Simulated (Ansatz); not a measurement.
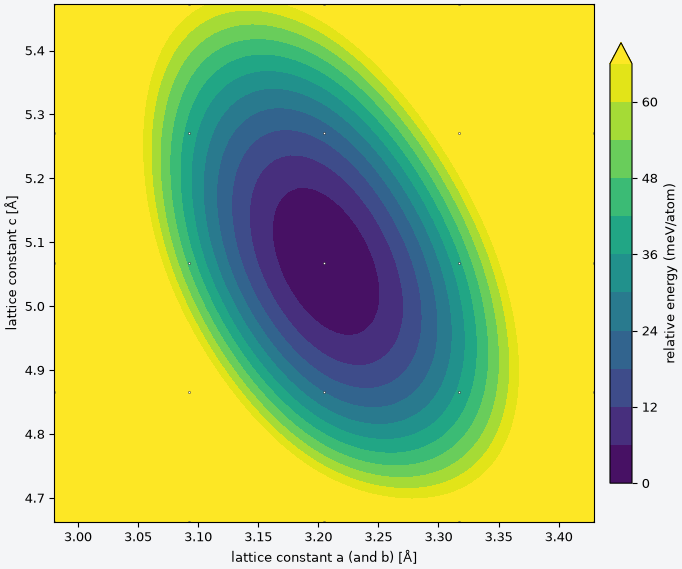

Hf (P6_3/mmc, No. 194; 2 atoms in the cell). 
- The energy is mapped over the lattice constants a and c of the conventional cell.
- First axis: lattice constant a (and b). Second axis: lattice constant c.
- Nothing is relaxed (symmetry fixes all fractional coordinates).
- The scan uses a 5 × 5 grid.
- Points are written as (first, second).
- Energies are in meV/atom, from the lowest grid point.
- Theory: DFT PBE, scalar-relativistic, plane waves, PAW (Ansatz). Settings: cutoff 420 eV, k-mesh 18×18×10 in the order of the run's cell vectors, gaussian smearing 0.15 eV, no spin polarisation.

In the figure: filled contours, dots at the grid points, one colour for all values above the top of the scale. Between grid points the surface is interpolated.

> Estimate the position of the minimum and the force constants in these coordinates.

The interpolated minimum is at lattice constant a (and b) ≈ 3.205 Å, lattice constant c ≈ 5.068 Å. The curvatures there are about 14 eV/Å² and 2.1 eV/Å², with a cross term of about 2.3 eV/Å² (per cell of 2 atoms). Round the minimum the valley is somewhat tilted: raising lattice constant a (and b) shifts the best value of lattice constant c downwards (coupling k₁₂/√(k₁₁k₂₂) about 0.4).
